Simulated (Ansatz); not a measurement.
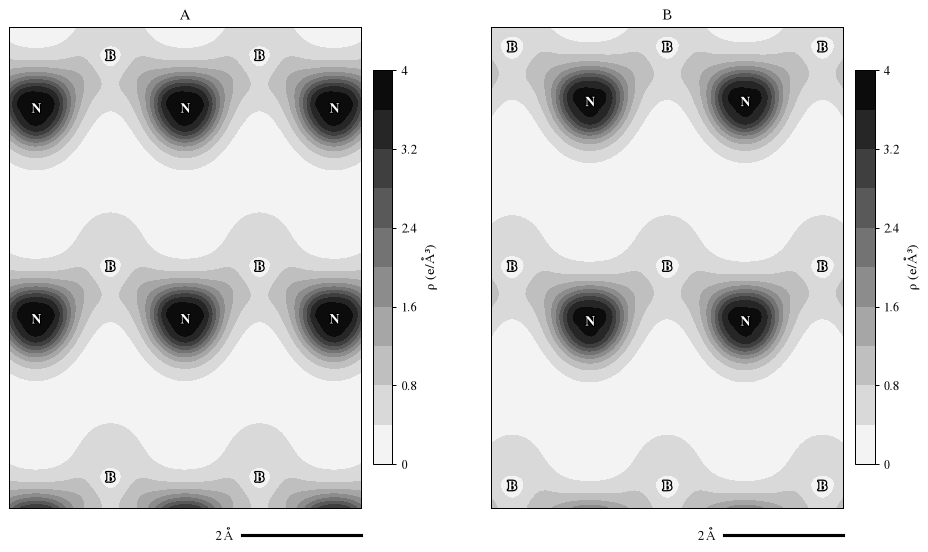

BN. The valence pseudo-density of two cells that differ in size, on the (101̄) plane of each (indices in the axes of the calculation cell), at one length scale and on one colour scale: B has 6.3 Å³ an atom and A 5.6.

Level of theory: DFT, LDA, PAW with Ansatz's default frozen-core files, scalar-relativistic in Ansatz.

In a PAW calculation such maps are meaningful between the atoms, not at the nuclei.

Question: What changes from the larger cell to the smaller?

Answer: From the larger cell to the smaller, B–N goes from 1.60 to 1.53 Å, and the density at its midpoint from 1.3 to 1.5 e/Å³; the pressure goes from −30 to 14 GPa; the Kohn–Sham gap goes from 4.4 eV to 4.5 eV.
